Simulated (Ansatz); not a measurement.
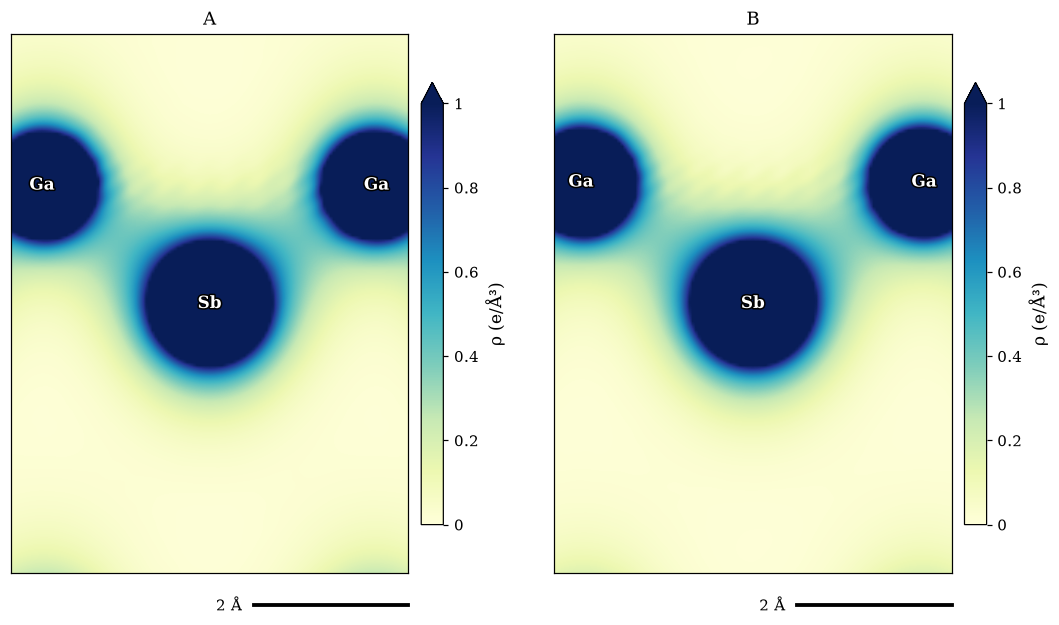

GaSb. The valence charge density (pseudo) of two cells that differ in size, on the (101̄) plane of each (indices in the axes of the calculation cell), at one length scale and on one colour scale: B has 30.9 Å³ an atom and A 28.6.

Computed with Kohn-Sham DFT of a periodic cell, B3LYP, Ansatz PAW in Ansatz.

The larger cell:

```
CELL_PARAMETERS angstrom
0.00000 3.13761 3.13761
3.13761 0.00000 3.13761
3.13761 3.13761 0.00000
ATOMIC_POSITIONS crystal
Sb 0.75000 0.75000 0.75000
Ga 0.00000 0.00000 0.00000
```

The smaller cell: a = 4.326 Å, b = 4.326 Å, c = 4.326 Å, α = 60.00°, β = 60.00°, γ = 60.00°.

Question: What does the compression do to the bonding and the properties?

Answer: From the larger cell to the smaller, Ga–Sb goes from 2.72 to 2.65 Å, and the density at its midpoint from 0.39 to 0.43 e/Å³; the pressure goes from 0.0 to 3.3 GPa; the Kohn–Sham gap goes from metallic to 0.99 eV.
